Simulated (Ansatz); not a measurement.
System: Ag, space group Fm-3m (No. 225).

Structure:
```xyz
1
Lattice="0.0000 2.0736 2.0736 2.0736 0.0000 2.0736 2.0736 2.0736 0.0000" Properties=species:S:1:pos:R:3 pbc="T T T"
Ag    0.0000    0.0000    0.0000
```

Computed with Ansatz 0.2.0: third-order Birch-Murnaghan fit to density functional energies at scaled volumes of the given relaxed cell, shape and atoms relaxed at each volume; energies count from the fitted minimum; plane waves with PAW datasets, Γ-centred k mesh. Level: PBE, no spin polarisation.

```csv
setting,value
wave cutoff,420 eV
k mesh,18×18×18
occupations,Gaussian
smearing width,0.1 eV
```

Describe the result: the energy above the minimum and pressure against volume. The volume takes the values 16.762, 17.297, 17.832, 18.367, 18.902 Å³/atom.

A third-order Birch–Murnaghan fit gives V0 = 17.83 Å³/atom, B0 = 92 GPa and B′ = 6.0. The energy above the minimum is 21.2 meV/atom at volume 16.762 Å³/atom and 16.1 meV/atom at 18.902 Å³/atom; the lowest computed point is at volume 17.832 Å³/atom (0.0 meV/atom), and no other minimum shows. The pressure falls from 6.83 GPa at volume 16.762 Å³/atom to −4.49 GPa at 18.902 Å³/atom, and changes sign near 17.83 Å³/atom. The solid is metallic at every point.

```json
{"volume (Å³/atom)": "16.762", "energy above the minimum (meV/atom)": "21.2", "pressure (GPa)": "6.83"}
{"volume (Å³/atom)": "17.297", "energy above the minimum (meV/atom)": "4.9", "pressure (GPa)": "3.07"}
{"volume (Å³/atom)": "17.832", "energy above the minimum (meV/atom)": "0.0", "pressure (GPa)": "0.01"}
{"volume (Å³/atom)": "18.367", "energy above the minimum (meV/atom)": "4.3", "pressure (GPa)": "-2.48"}
{"volume (Å³/atom)": "18.902", "energy above the minimum (meV/atom)": "16.1", "pressure (GPa)": "-4.49"}
```

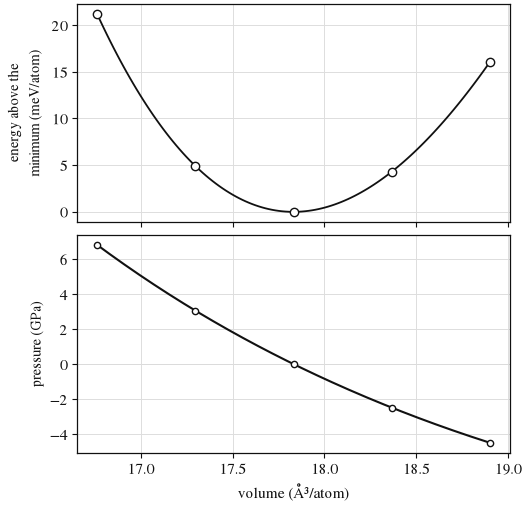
